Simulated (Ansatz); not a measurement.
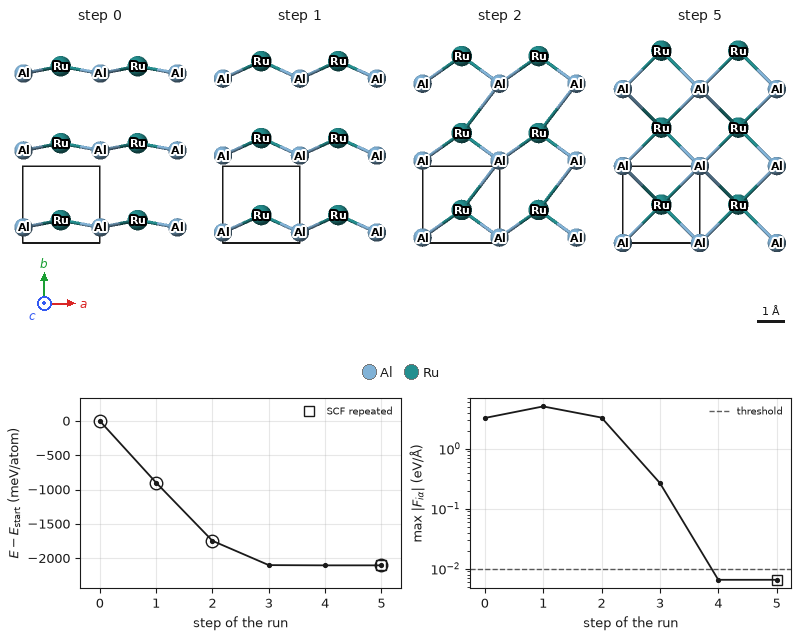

Frames of a relaxation of a crystal of AlRu (set up in Pm), marked on the history of the run. Style: ball-and-stick. Shown: the cell of the calculation, repeated 2 × 3 × 1 with one cell outlined, along the c axis.

All numbers below come from DFT LDA, scalar-relativistic, plane waves, PAW in Ansatz 0.2.0. (plane-wave cutoff 420 eV; k-point mesh 12 × 12 × 12; occupations gaussian; smearing width 0.15 eV; no spin polarisation; atoms relaxed in a fixed cell; force threshold 0.01 eV/Å; at most 80 steps)

> What happens along the run?

The largest moves, 0.60 Å, are those of Al and Ru atoms. By element the largest moves are Al 0.60 Å, Ru 0.60 Å. The cell doesn't change. Among the contacts that change: Al–Ru 3.415 → 2.558 Å, Al–Ru 3.375 → 2.557 Å, Al–Ru 2.075 → 2.558 Å, Al–Ru 2.140 → 2.559 Å. New bonds form: Al–Ru (3.37 → 2.56 Å), Al–Ru (3.41 → 2.56 Å), Al–Ru (3.42 → 2.56 Å). Bond angles that change, for instance: Ru–Al–Ru 164.7° → 109.5°, Al–Ru–Al 164.7° → 109.5°, Ru–Al–Ru 90.8° → 70.5°. The space group (tolerance 0.01 Å) goes from Pm (No. 6) to Pm-3m (No. 221). Over 4 accepted moves (5 points after the start) the energy falls by 2105 meV per atom. Largest force component: 3.3 eV/Å at the start, 0.0065 eV/Å at the end. 1 step only repeated the SCF at the same geometry. From step 0 to 1: Al and Ru atoms move most (0.20 Å), energy −899 meV per atom. From step 1 to 2: Al and Ru atoms move most (0.20 Å), energy −848 meV per atom. From step 2 to 5: Al and Ru atoms move most (0.21 Å), energy −358 meV per atom.

```csv
step,"E − E(0), meV/atom","largest force component, eV/Å",note
0,0.00,3.2510,
1,-899.20,5.0700,
2,-1746.86,3.3027,
3,-2101.19,0.2685,
4,-2104.67,0.0065,
5,-2104.67,0.0065,"same geometry, SCF repeated"
```
